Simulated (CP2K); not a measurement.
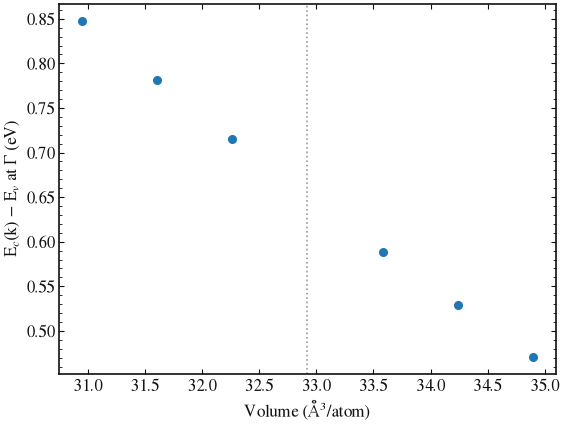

Lowest conduction level at Γ, counted from the valence-band top at Γ. One run is left out (dotted line).

System: zincblende CdTe, space group F-43m (No. 216), 2 atoms in the primitive cell. The cell is scaled uniformly. Level of theory: LDA, GTH_POTENTIALS Te GTH-PADE-q6, Cd GTH-PADE-q12; TZVP-MOLOPT-PBE-GTH basis, no spin polarisation, no spin-orbit coupling, 7×7×7 k mesh; code CP2K.

| volume | Γ (eV) |
| --- | --- |
| 30.95 Å³/atom | 0.85 |
| 31.60 Å³/atom | 0.78 |
| 32.26 Å³/atom | 0.72 |
| 33.58 Å³/atom | 0.59 |
| 34.24 Å³/atom | 0.53 |
| 34.90 Å³/atom | 0.47 |

Fill in the row for 32.92 Å³/atom.

A fit through the other points against the logarithm of the volume gives 0.65 eV at Γ (a straight line). The run itself gives 0.65 eV, within 0.01 eV of the estimate.

The basis of atomic orbitals isn't converged, which shifts gaps and empty levels. Spin-orbit coupling is left out, which matters for Te. LDA, GGA and most meta-GGA functionals understate gaps.
